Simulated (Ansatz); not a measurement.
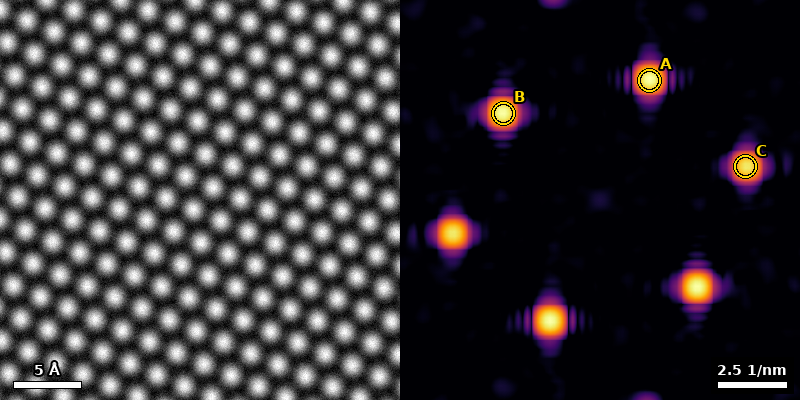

HRTEM-like image of Cu (Fm-3m, No. 225) along [110]. Simulated in the weak-phase-object approximation with neutral-atom potentials: 80 kV, Cs = −20 µm, defocus +110 Å (negative is underfocus), defocus spread 15 Å, aperture 0.78 1/Å. Shot noise was added. Structure used: the input geometry of an electronic-structure calculation (not necessarily at equilibrium).

The right panel is the modulus of the image's Fourier transform on a logarithmic scale.

a = 3.610 Å, b = 3.610 Å, c = 3.610 Å, α = 90.00°, β = 90.00°, γ = 90.00°

> Index the marked spots and give their plane spacings (the zone axis points at the viewer; indices equivalent by symmetry, or all signs reversed, are as good).

A: (-1 1 -1), d = 2.08 Å; B: (-1 1 1), d = 2.08 Å; C: (0 0 -2), d = 1.80 Å. A and B enclose 71°, and every spot obeys the zone law hu + kv + lw = 0 for [110].
